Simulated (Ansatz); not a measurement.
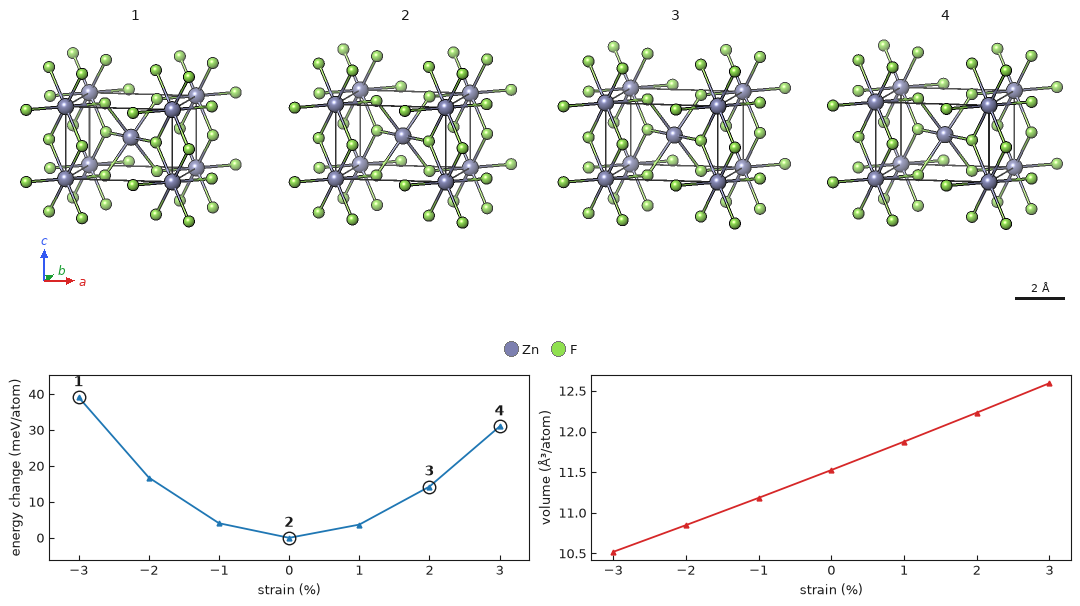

Members of a series of calculations on solid ZnF2 (set up in P4_2/mnm), marked on the first curve. A ball-and-stick model of the cell of the calculation, seen slightly off an axis.

All numbers below come from Ansatz, DFT r2SCAN, scalar-relativistic, plane waves, PAW. Set-up: plane-wave cutoff 500 eV; k-point mesh 6 × 6 × 8; occupations gaussian; smearing width 0.02 eV; no spin polarisation.

Question: Which kind of strain is it, and how does the structure respond?

Answer: Equal strain along all axes, cell held, atoms relaxed. 1 (strain −3.0 %): energy change 39.1 meV/atom, volume 10.52 Å³ per atom. 2 (strain 0.0 %): energy change 0.0 meV/atom, volume 11.53 Å³ per atom. 3 (strain 2.0 %): energy change 14.3 meV/atom, volume 12.23 Å³ per atom. 4 (strain 3.0 %): energy change 31.0 meV/atom, volume 12.59 Å³ per atom. The rest compares 1 with 4. The drawn cell changes as follows: a = b 4.561 → 4.844 Å (+6.2 %), c 3.034 → 3.221 Å (+6.2 %); the volume changes by +19.7 %. Near-neighbour distances before and after: F–Zn 1.943 → 2.101 Å, F–Zn 1.986 → 2.085 Å.
